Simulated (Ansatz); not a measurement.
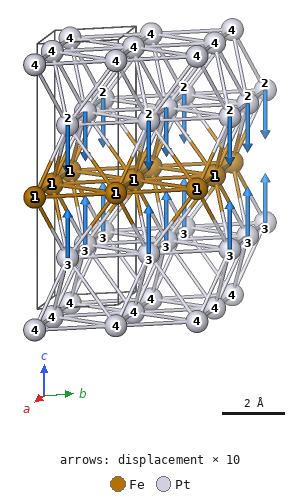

A relaxation of solid FePt3 (a generated structure, set up in P-6m2) (coarse preliminary run). The starting structure is drawn; blue arrows show the displacements (the part carried along by the change of the cell is left out), 10 times their true length.

A ball-and-stick model of the cell of the calculation, repeated 3 × 3 × 1 with one cell outlined, seen slightly off an axis.

The calculation used DFT PBE, scalar-relativistic, plane waves, PAW (Ansatz 0.2.0). (plane-wave cutoff 420 eV; k-point mesh 6 × 6 × 2; occupations gaussian; smearing width 0.1 eV; collinear spin; cell and atoms relaxed; force threshold 0.04 eV/Å; at most 70 steps)

### What did the optimiser do to the structure, and how much energy did it gain?

The largest moves relative to the cell, 0.17 Å, are those of Pt2 and Pt3. Pt3 goes along +c. Fe stays in place. The volume changes by −0.1 %, with a = b 2.796 → 2.749 Å (−1.7 %), c 8.806 → 9.104 Å (+3.4 %). Near-neighbour distances that change, for instance: Pt2–Pt4 2.730 → 2.912 Å, Fe1–Pt2 2.730 → 2.641 Å, Pt2–Pt2 2.796 → 2.749 Å, Fe1–Fe1 2.796 → 2.749 Å. The space group stays P-6m2 (No. 187). After 4 accepted moves (5 points after the start) the energy has fallen by 107 meV per atom. The largest force component goes from 2.1 to 0.0049 eV/Å. The pressure goes from 2.74 to −0.03 GPa. At 1 point the geometry stayed and the basis and grid were re-selected for the new cell (energy shift of less than 0.05 meV per atom at most each time).

Limits of the set-up: the k-point mesh is coarse for a cell with partly filled bands.
